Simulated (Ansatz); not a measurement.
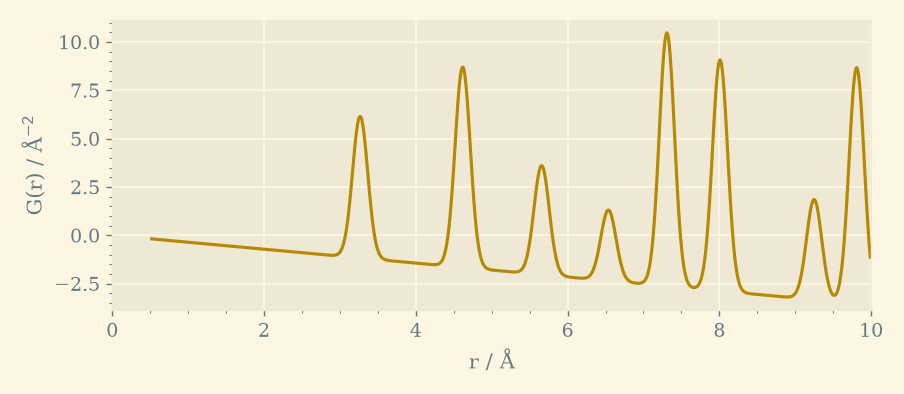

Computed X-ray G(r), with each pair weighted by the product of the atomic numbers (X-ray weights at Q = 0) and a uniform peak width σ = 0.10 Å. There is no Q-range truncation.

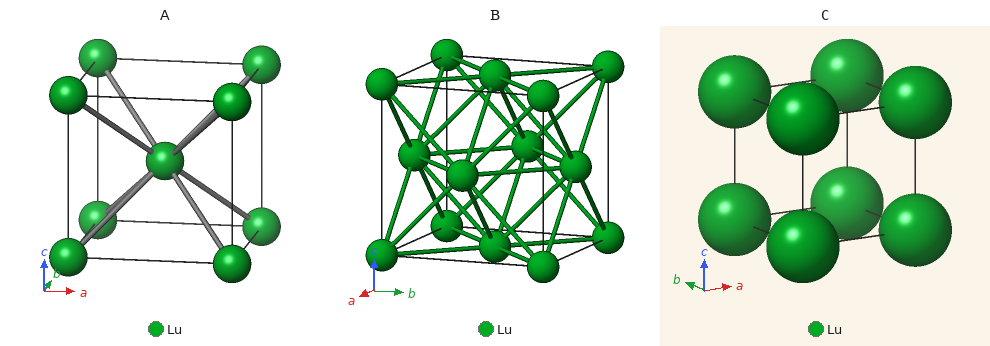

Candidate polymorphs:

A. Lu, a = 3.964 Å, b = 3.964 Å, c = 3.964 Å, α = 90.00°, β = 90.00°, γ = 90.00°, Im-3m

B. Lu, a = 4.915 Å, b = 4.915 Å, c = 4.915 Å, α = 90.00°, β = 90.00°, γ = 90.00°, Fm-3m

C. Lu, a = 3.269 Å, b = 3.269 Å, c = 3.269 Å, α = 90.00°, β = 90.00°, γ = 90.00°, Pm-3m

Origins: A, the end point of a relaxation with DFT, RPBE, plane waves (420 eV) with PAW, scalar-relativistic (Ansatz 0.2.0); the starting structure was generated, so it need not be a known form of this composition; B, the input geometry of an electronic-structure calculation (not necessarily at equilibrium); the starting structure was generated, so it need not be a known form of this composition; C, the input geometry of an electronic-structure calculation (not necessarily at equilibrium); the starting structure was generated, so it need not be a known form of this composition.

Q: From which structure was the curve computed?

A: Candidate C, Lu, Pm-3m (first clear peaks at 3.27 Å (Lu–Lu) and 4.62 Å (Lu–Lu)). The others: B would give first clear peaks at 3.48 Å (Lu–Lu) and 4.92 Å (Lu–Lu); A would give first clear peaks at 3.43 Å (Lu–Lu) and 3.96 Å (Lu–Lu).
